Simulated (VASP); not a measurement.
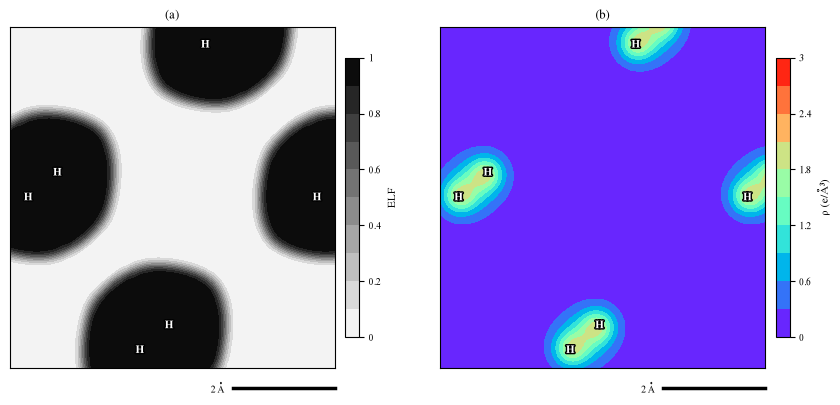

*H. (a) electron localisation function; (b) valence pseudo-density on the (010) plane of the conventional cell.*

Space group C2/m; a structure from a database of computed crystals, not necessarily the ambient phase.

Computed with Kohn-Sham DFT of a periodic cell, PBE, VASP PAW PBE potentials, recommended in VASP.

The density is the valence pseudo-density of a PAW calculation; it isn't the true density close to the nuclei.

Question: Interpret the plot.

Answer: The section cuts through H sites.
H–H (0.75 Å): ρ is about 1.8 e/Å³ halfway; the ELF peaks at about 1 between the atoms.
The density dies away to nearly zero in the voids.

Question: Does the calculation give a band gap?

Answer: It is gapped, with a Kohn–Sham gap of 9.0 eV on the k-point mesh (the band edges may lie off the mesh, which would make the gap smaller).
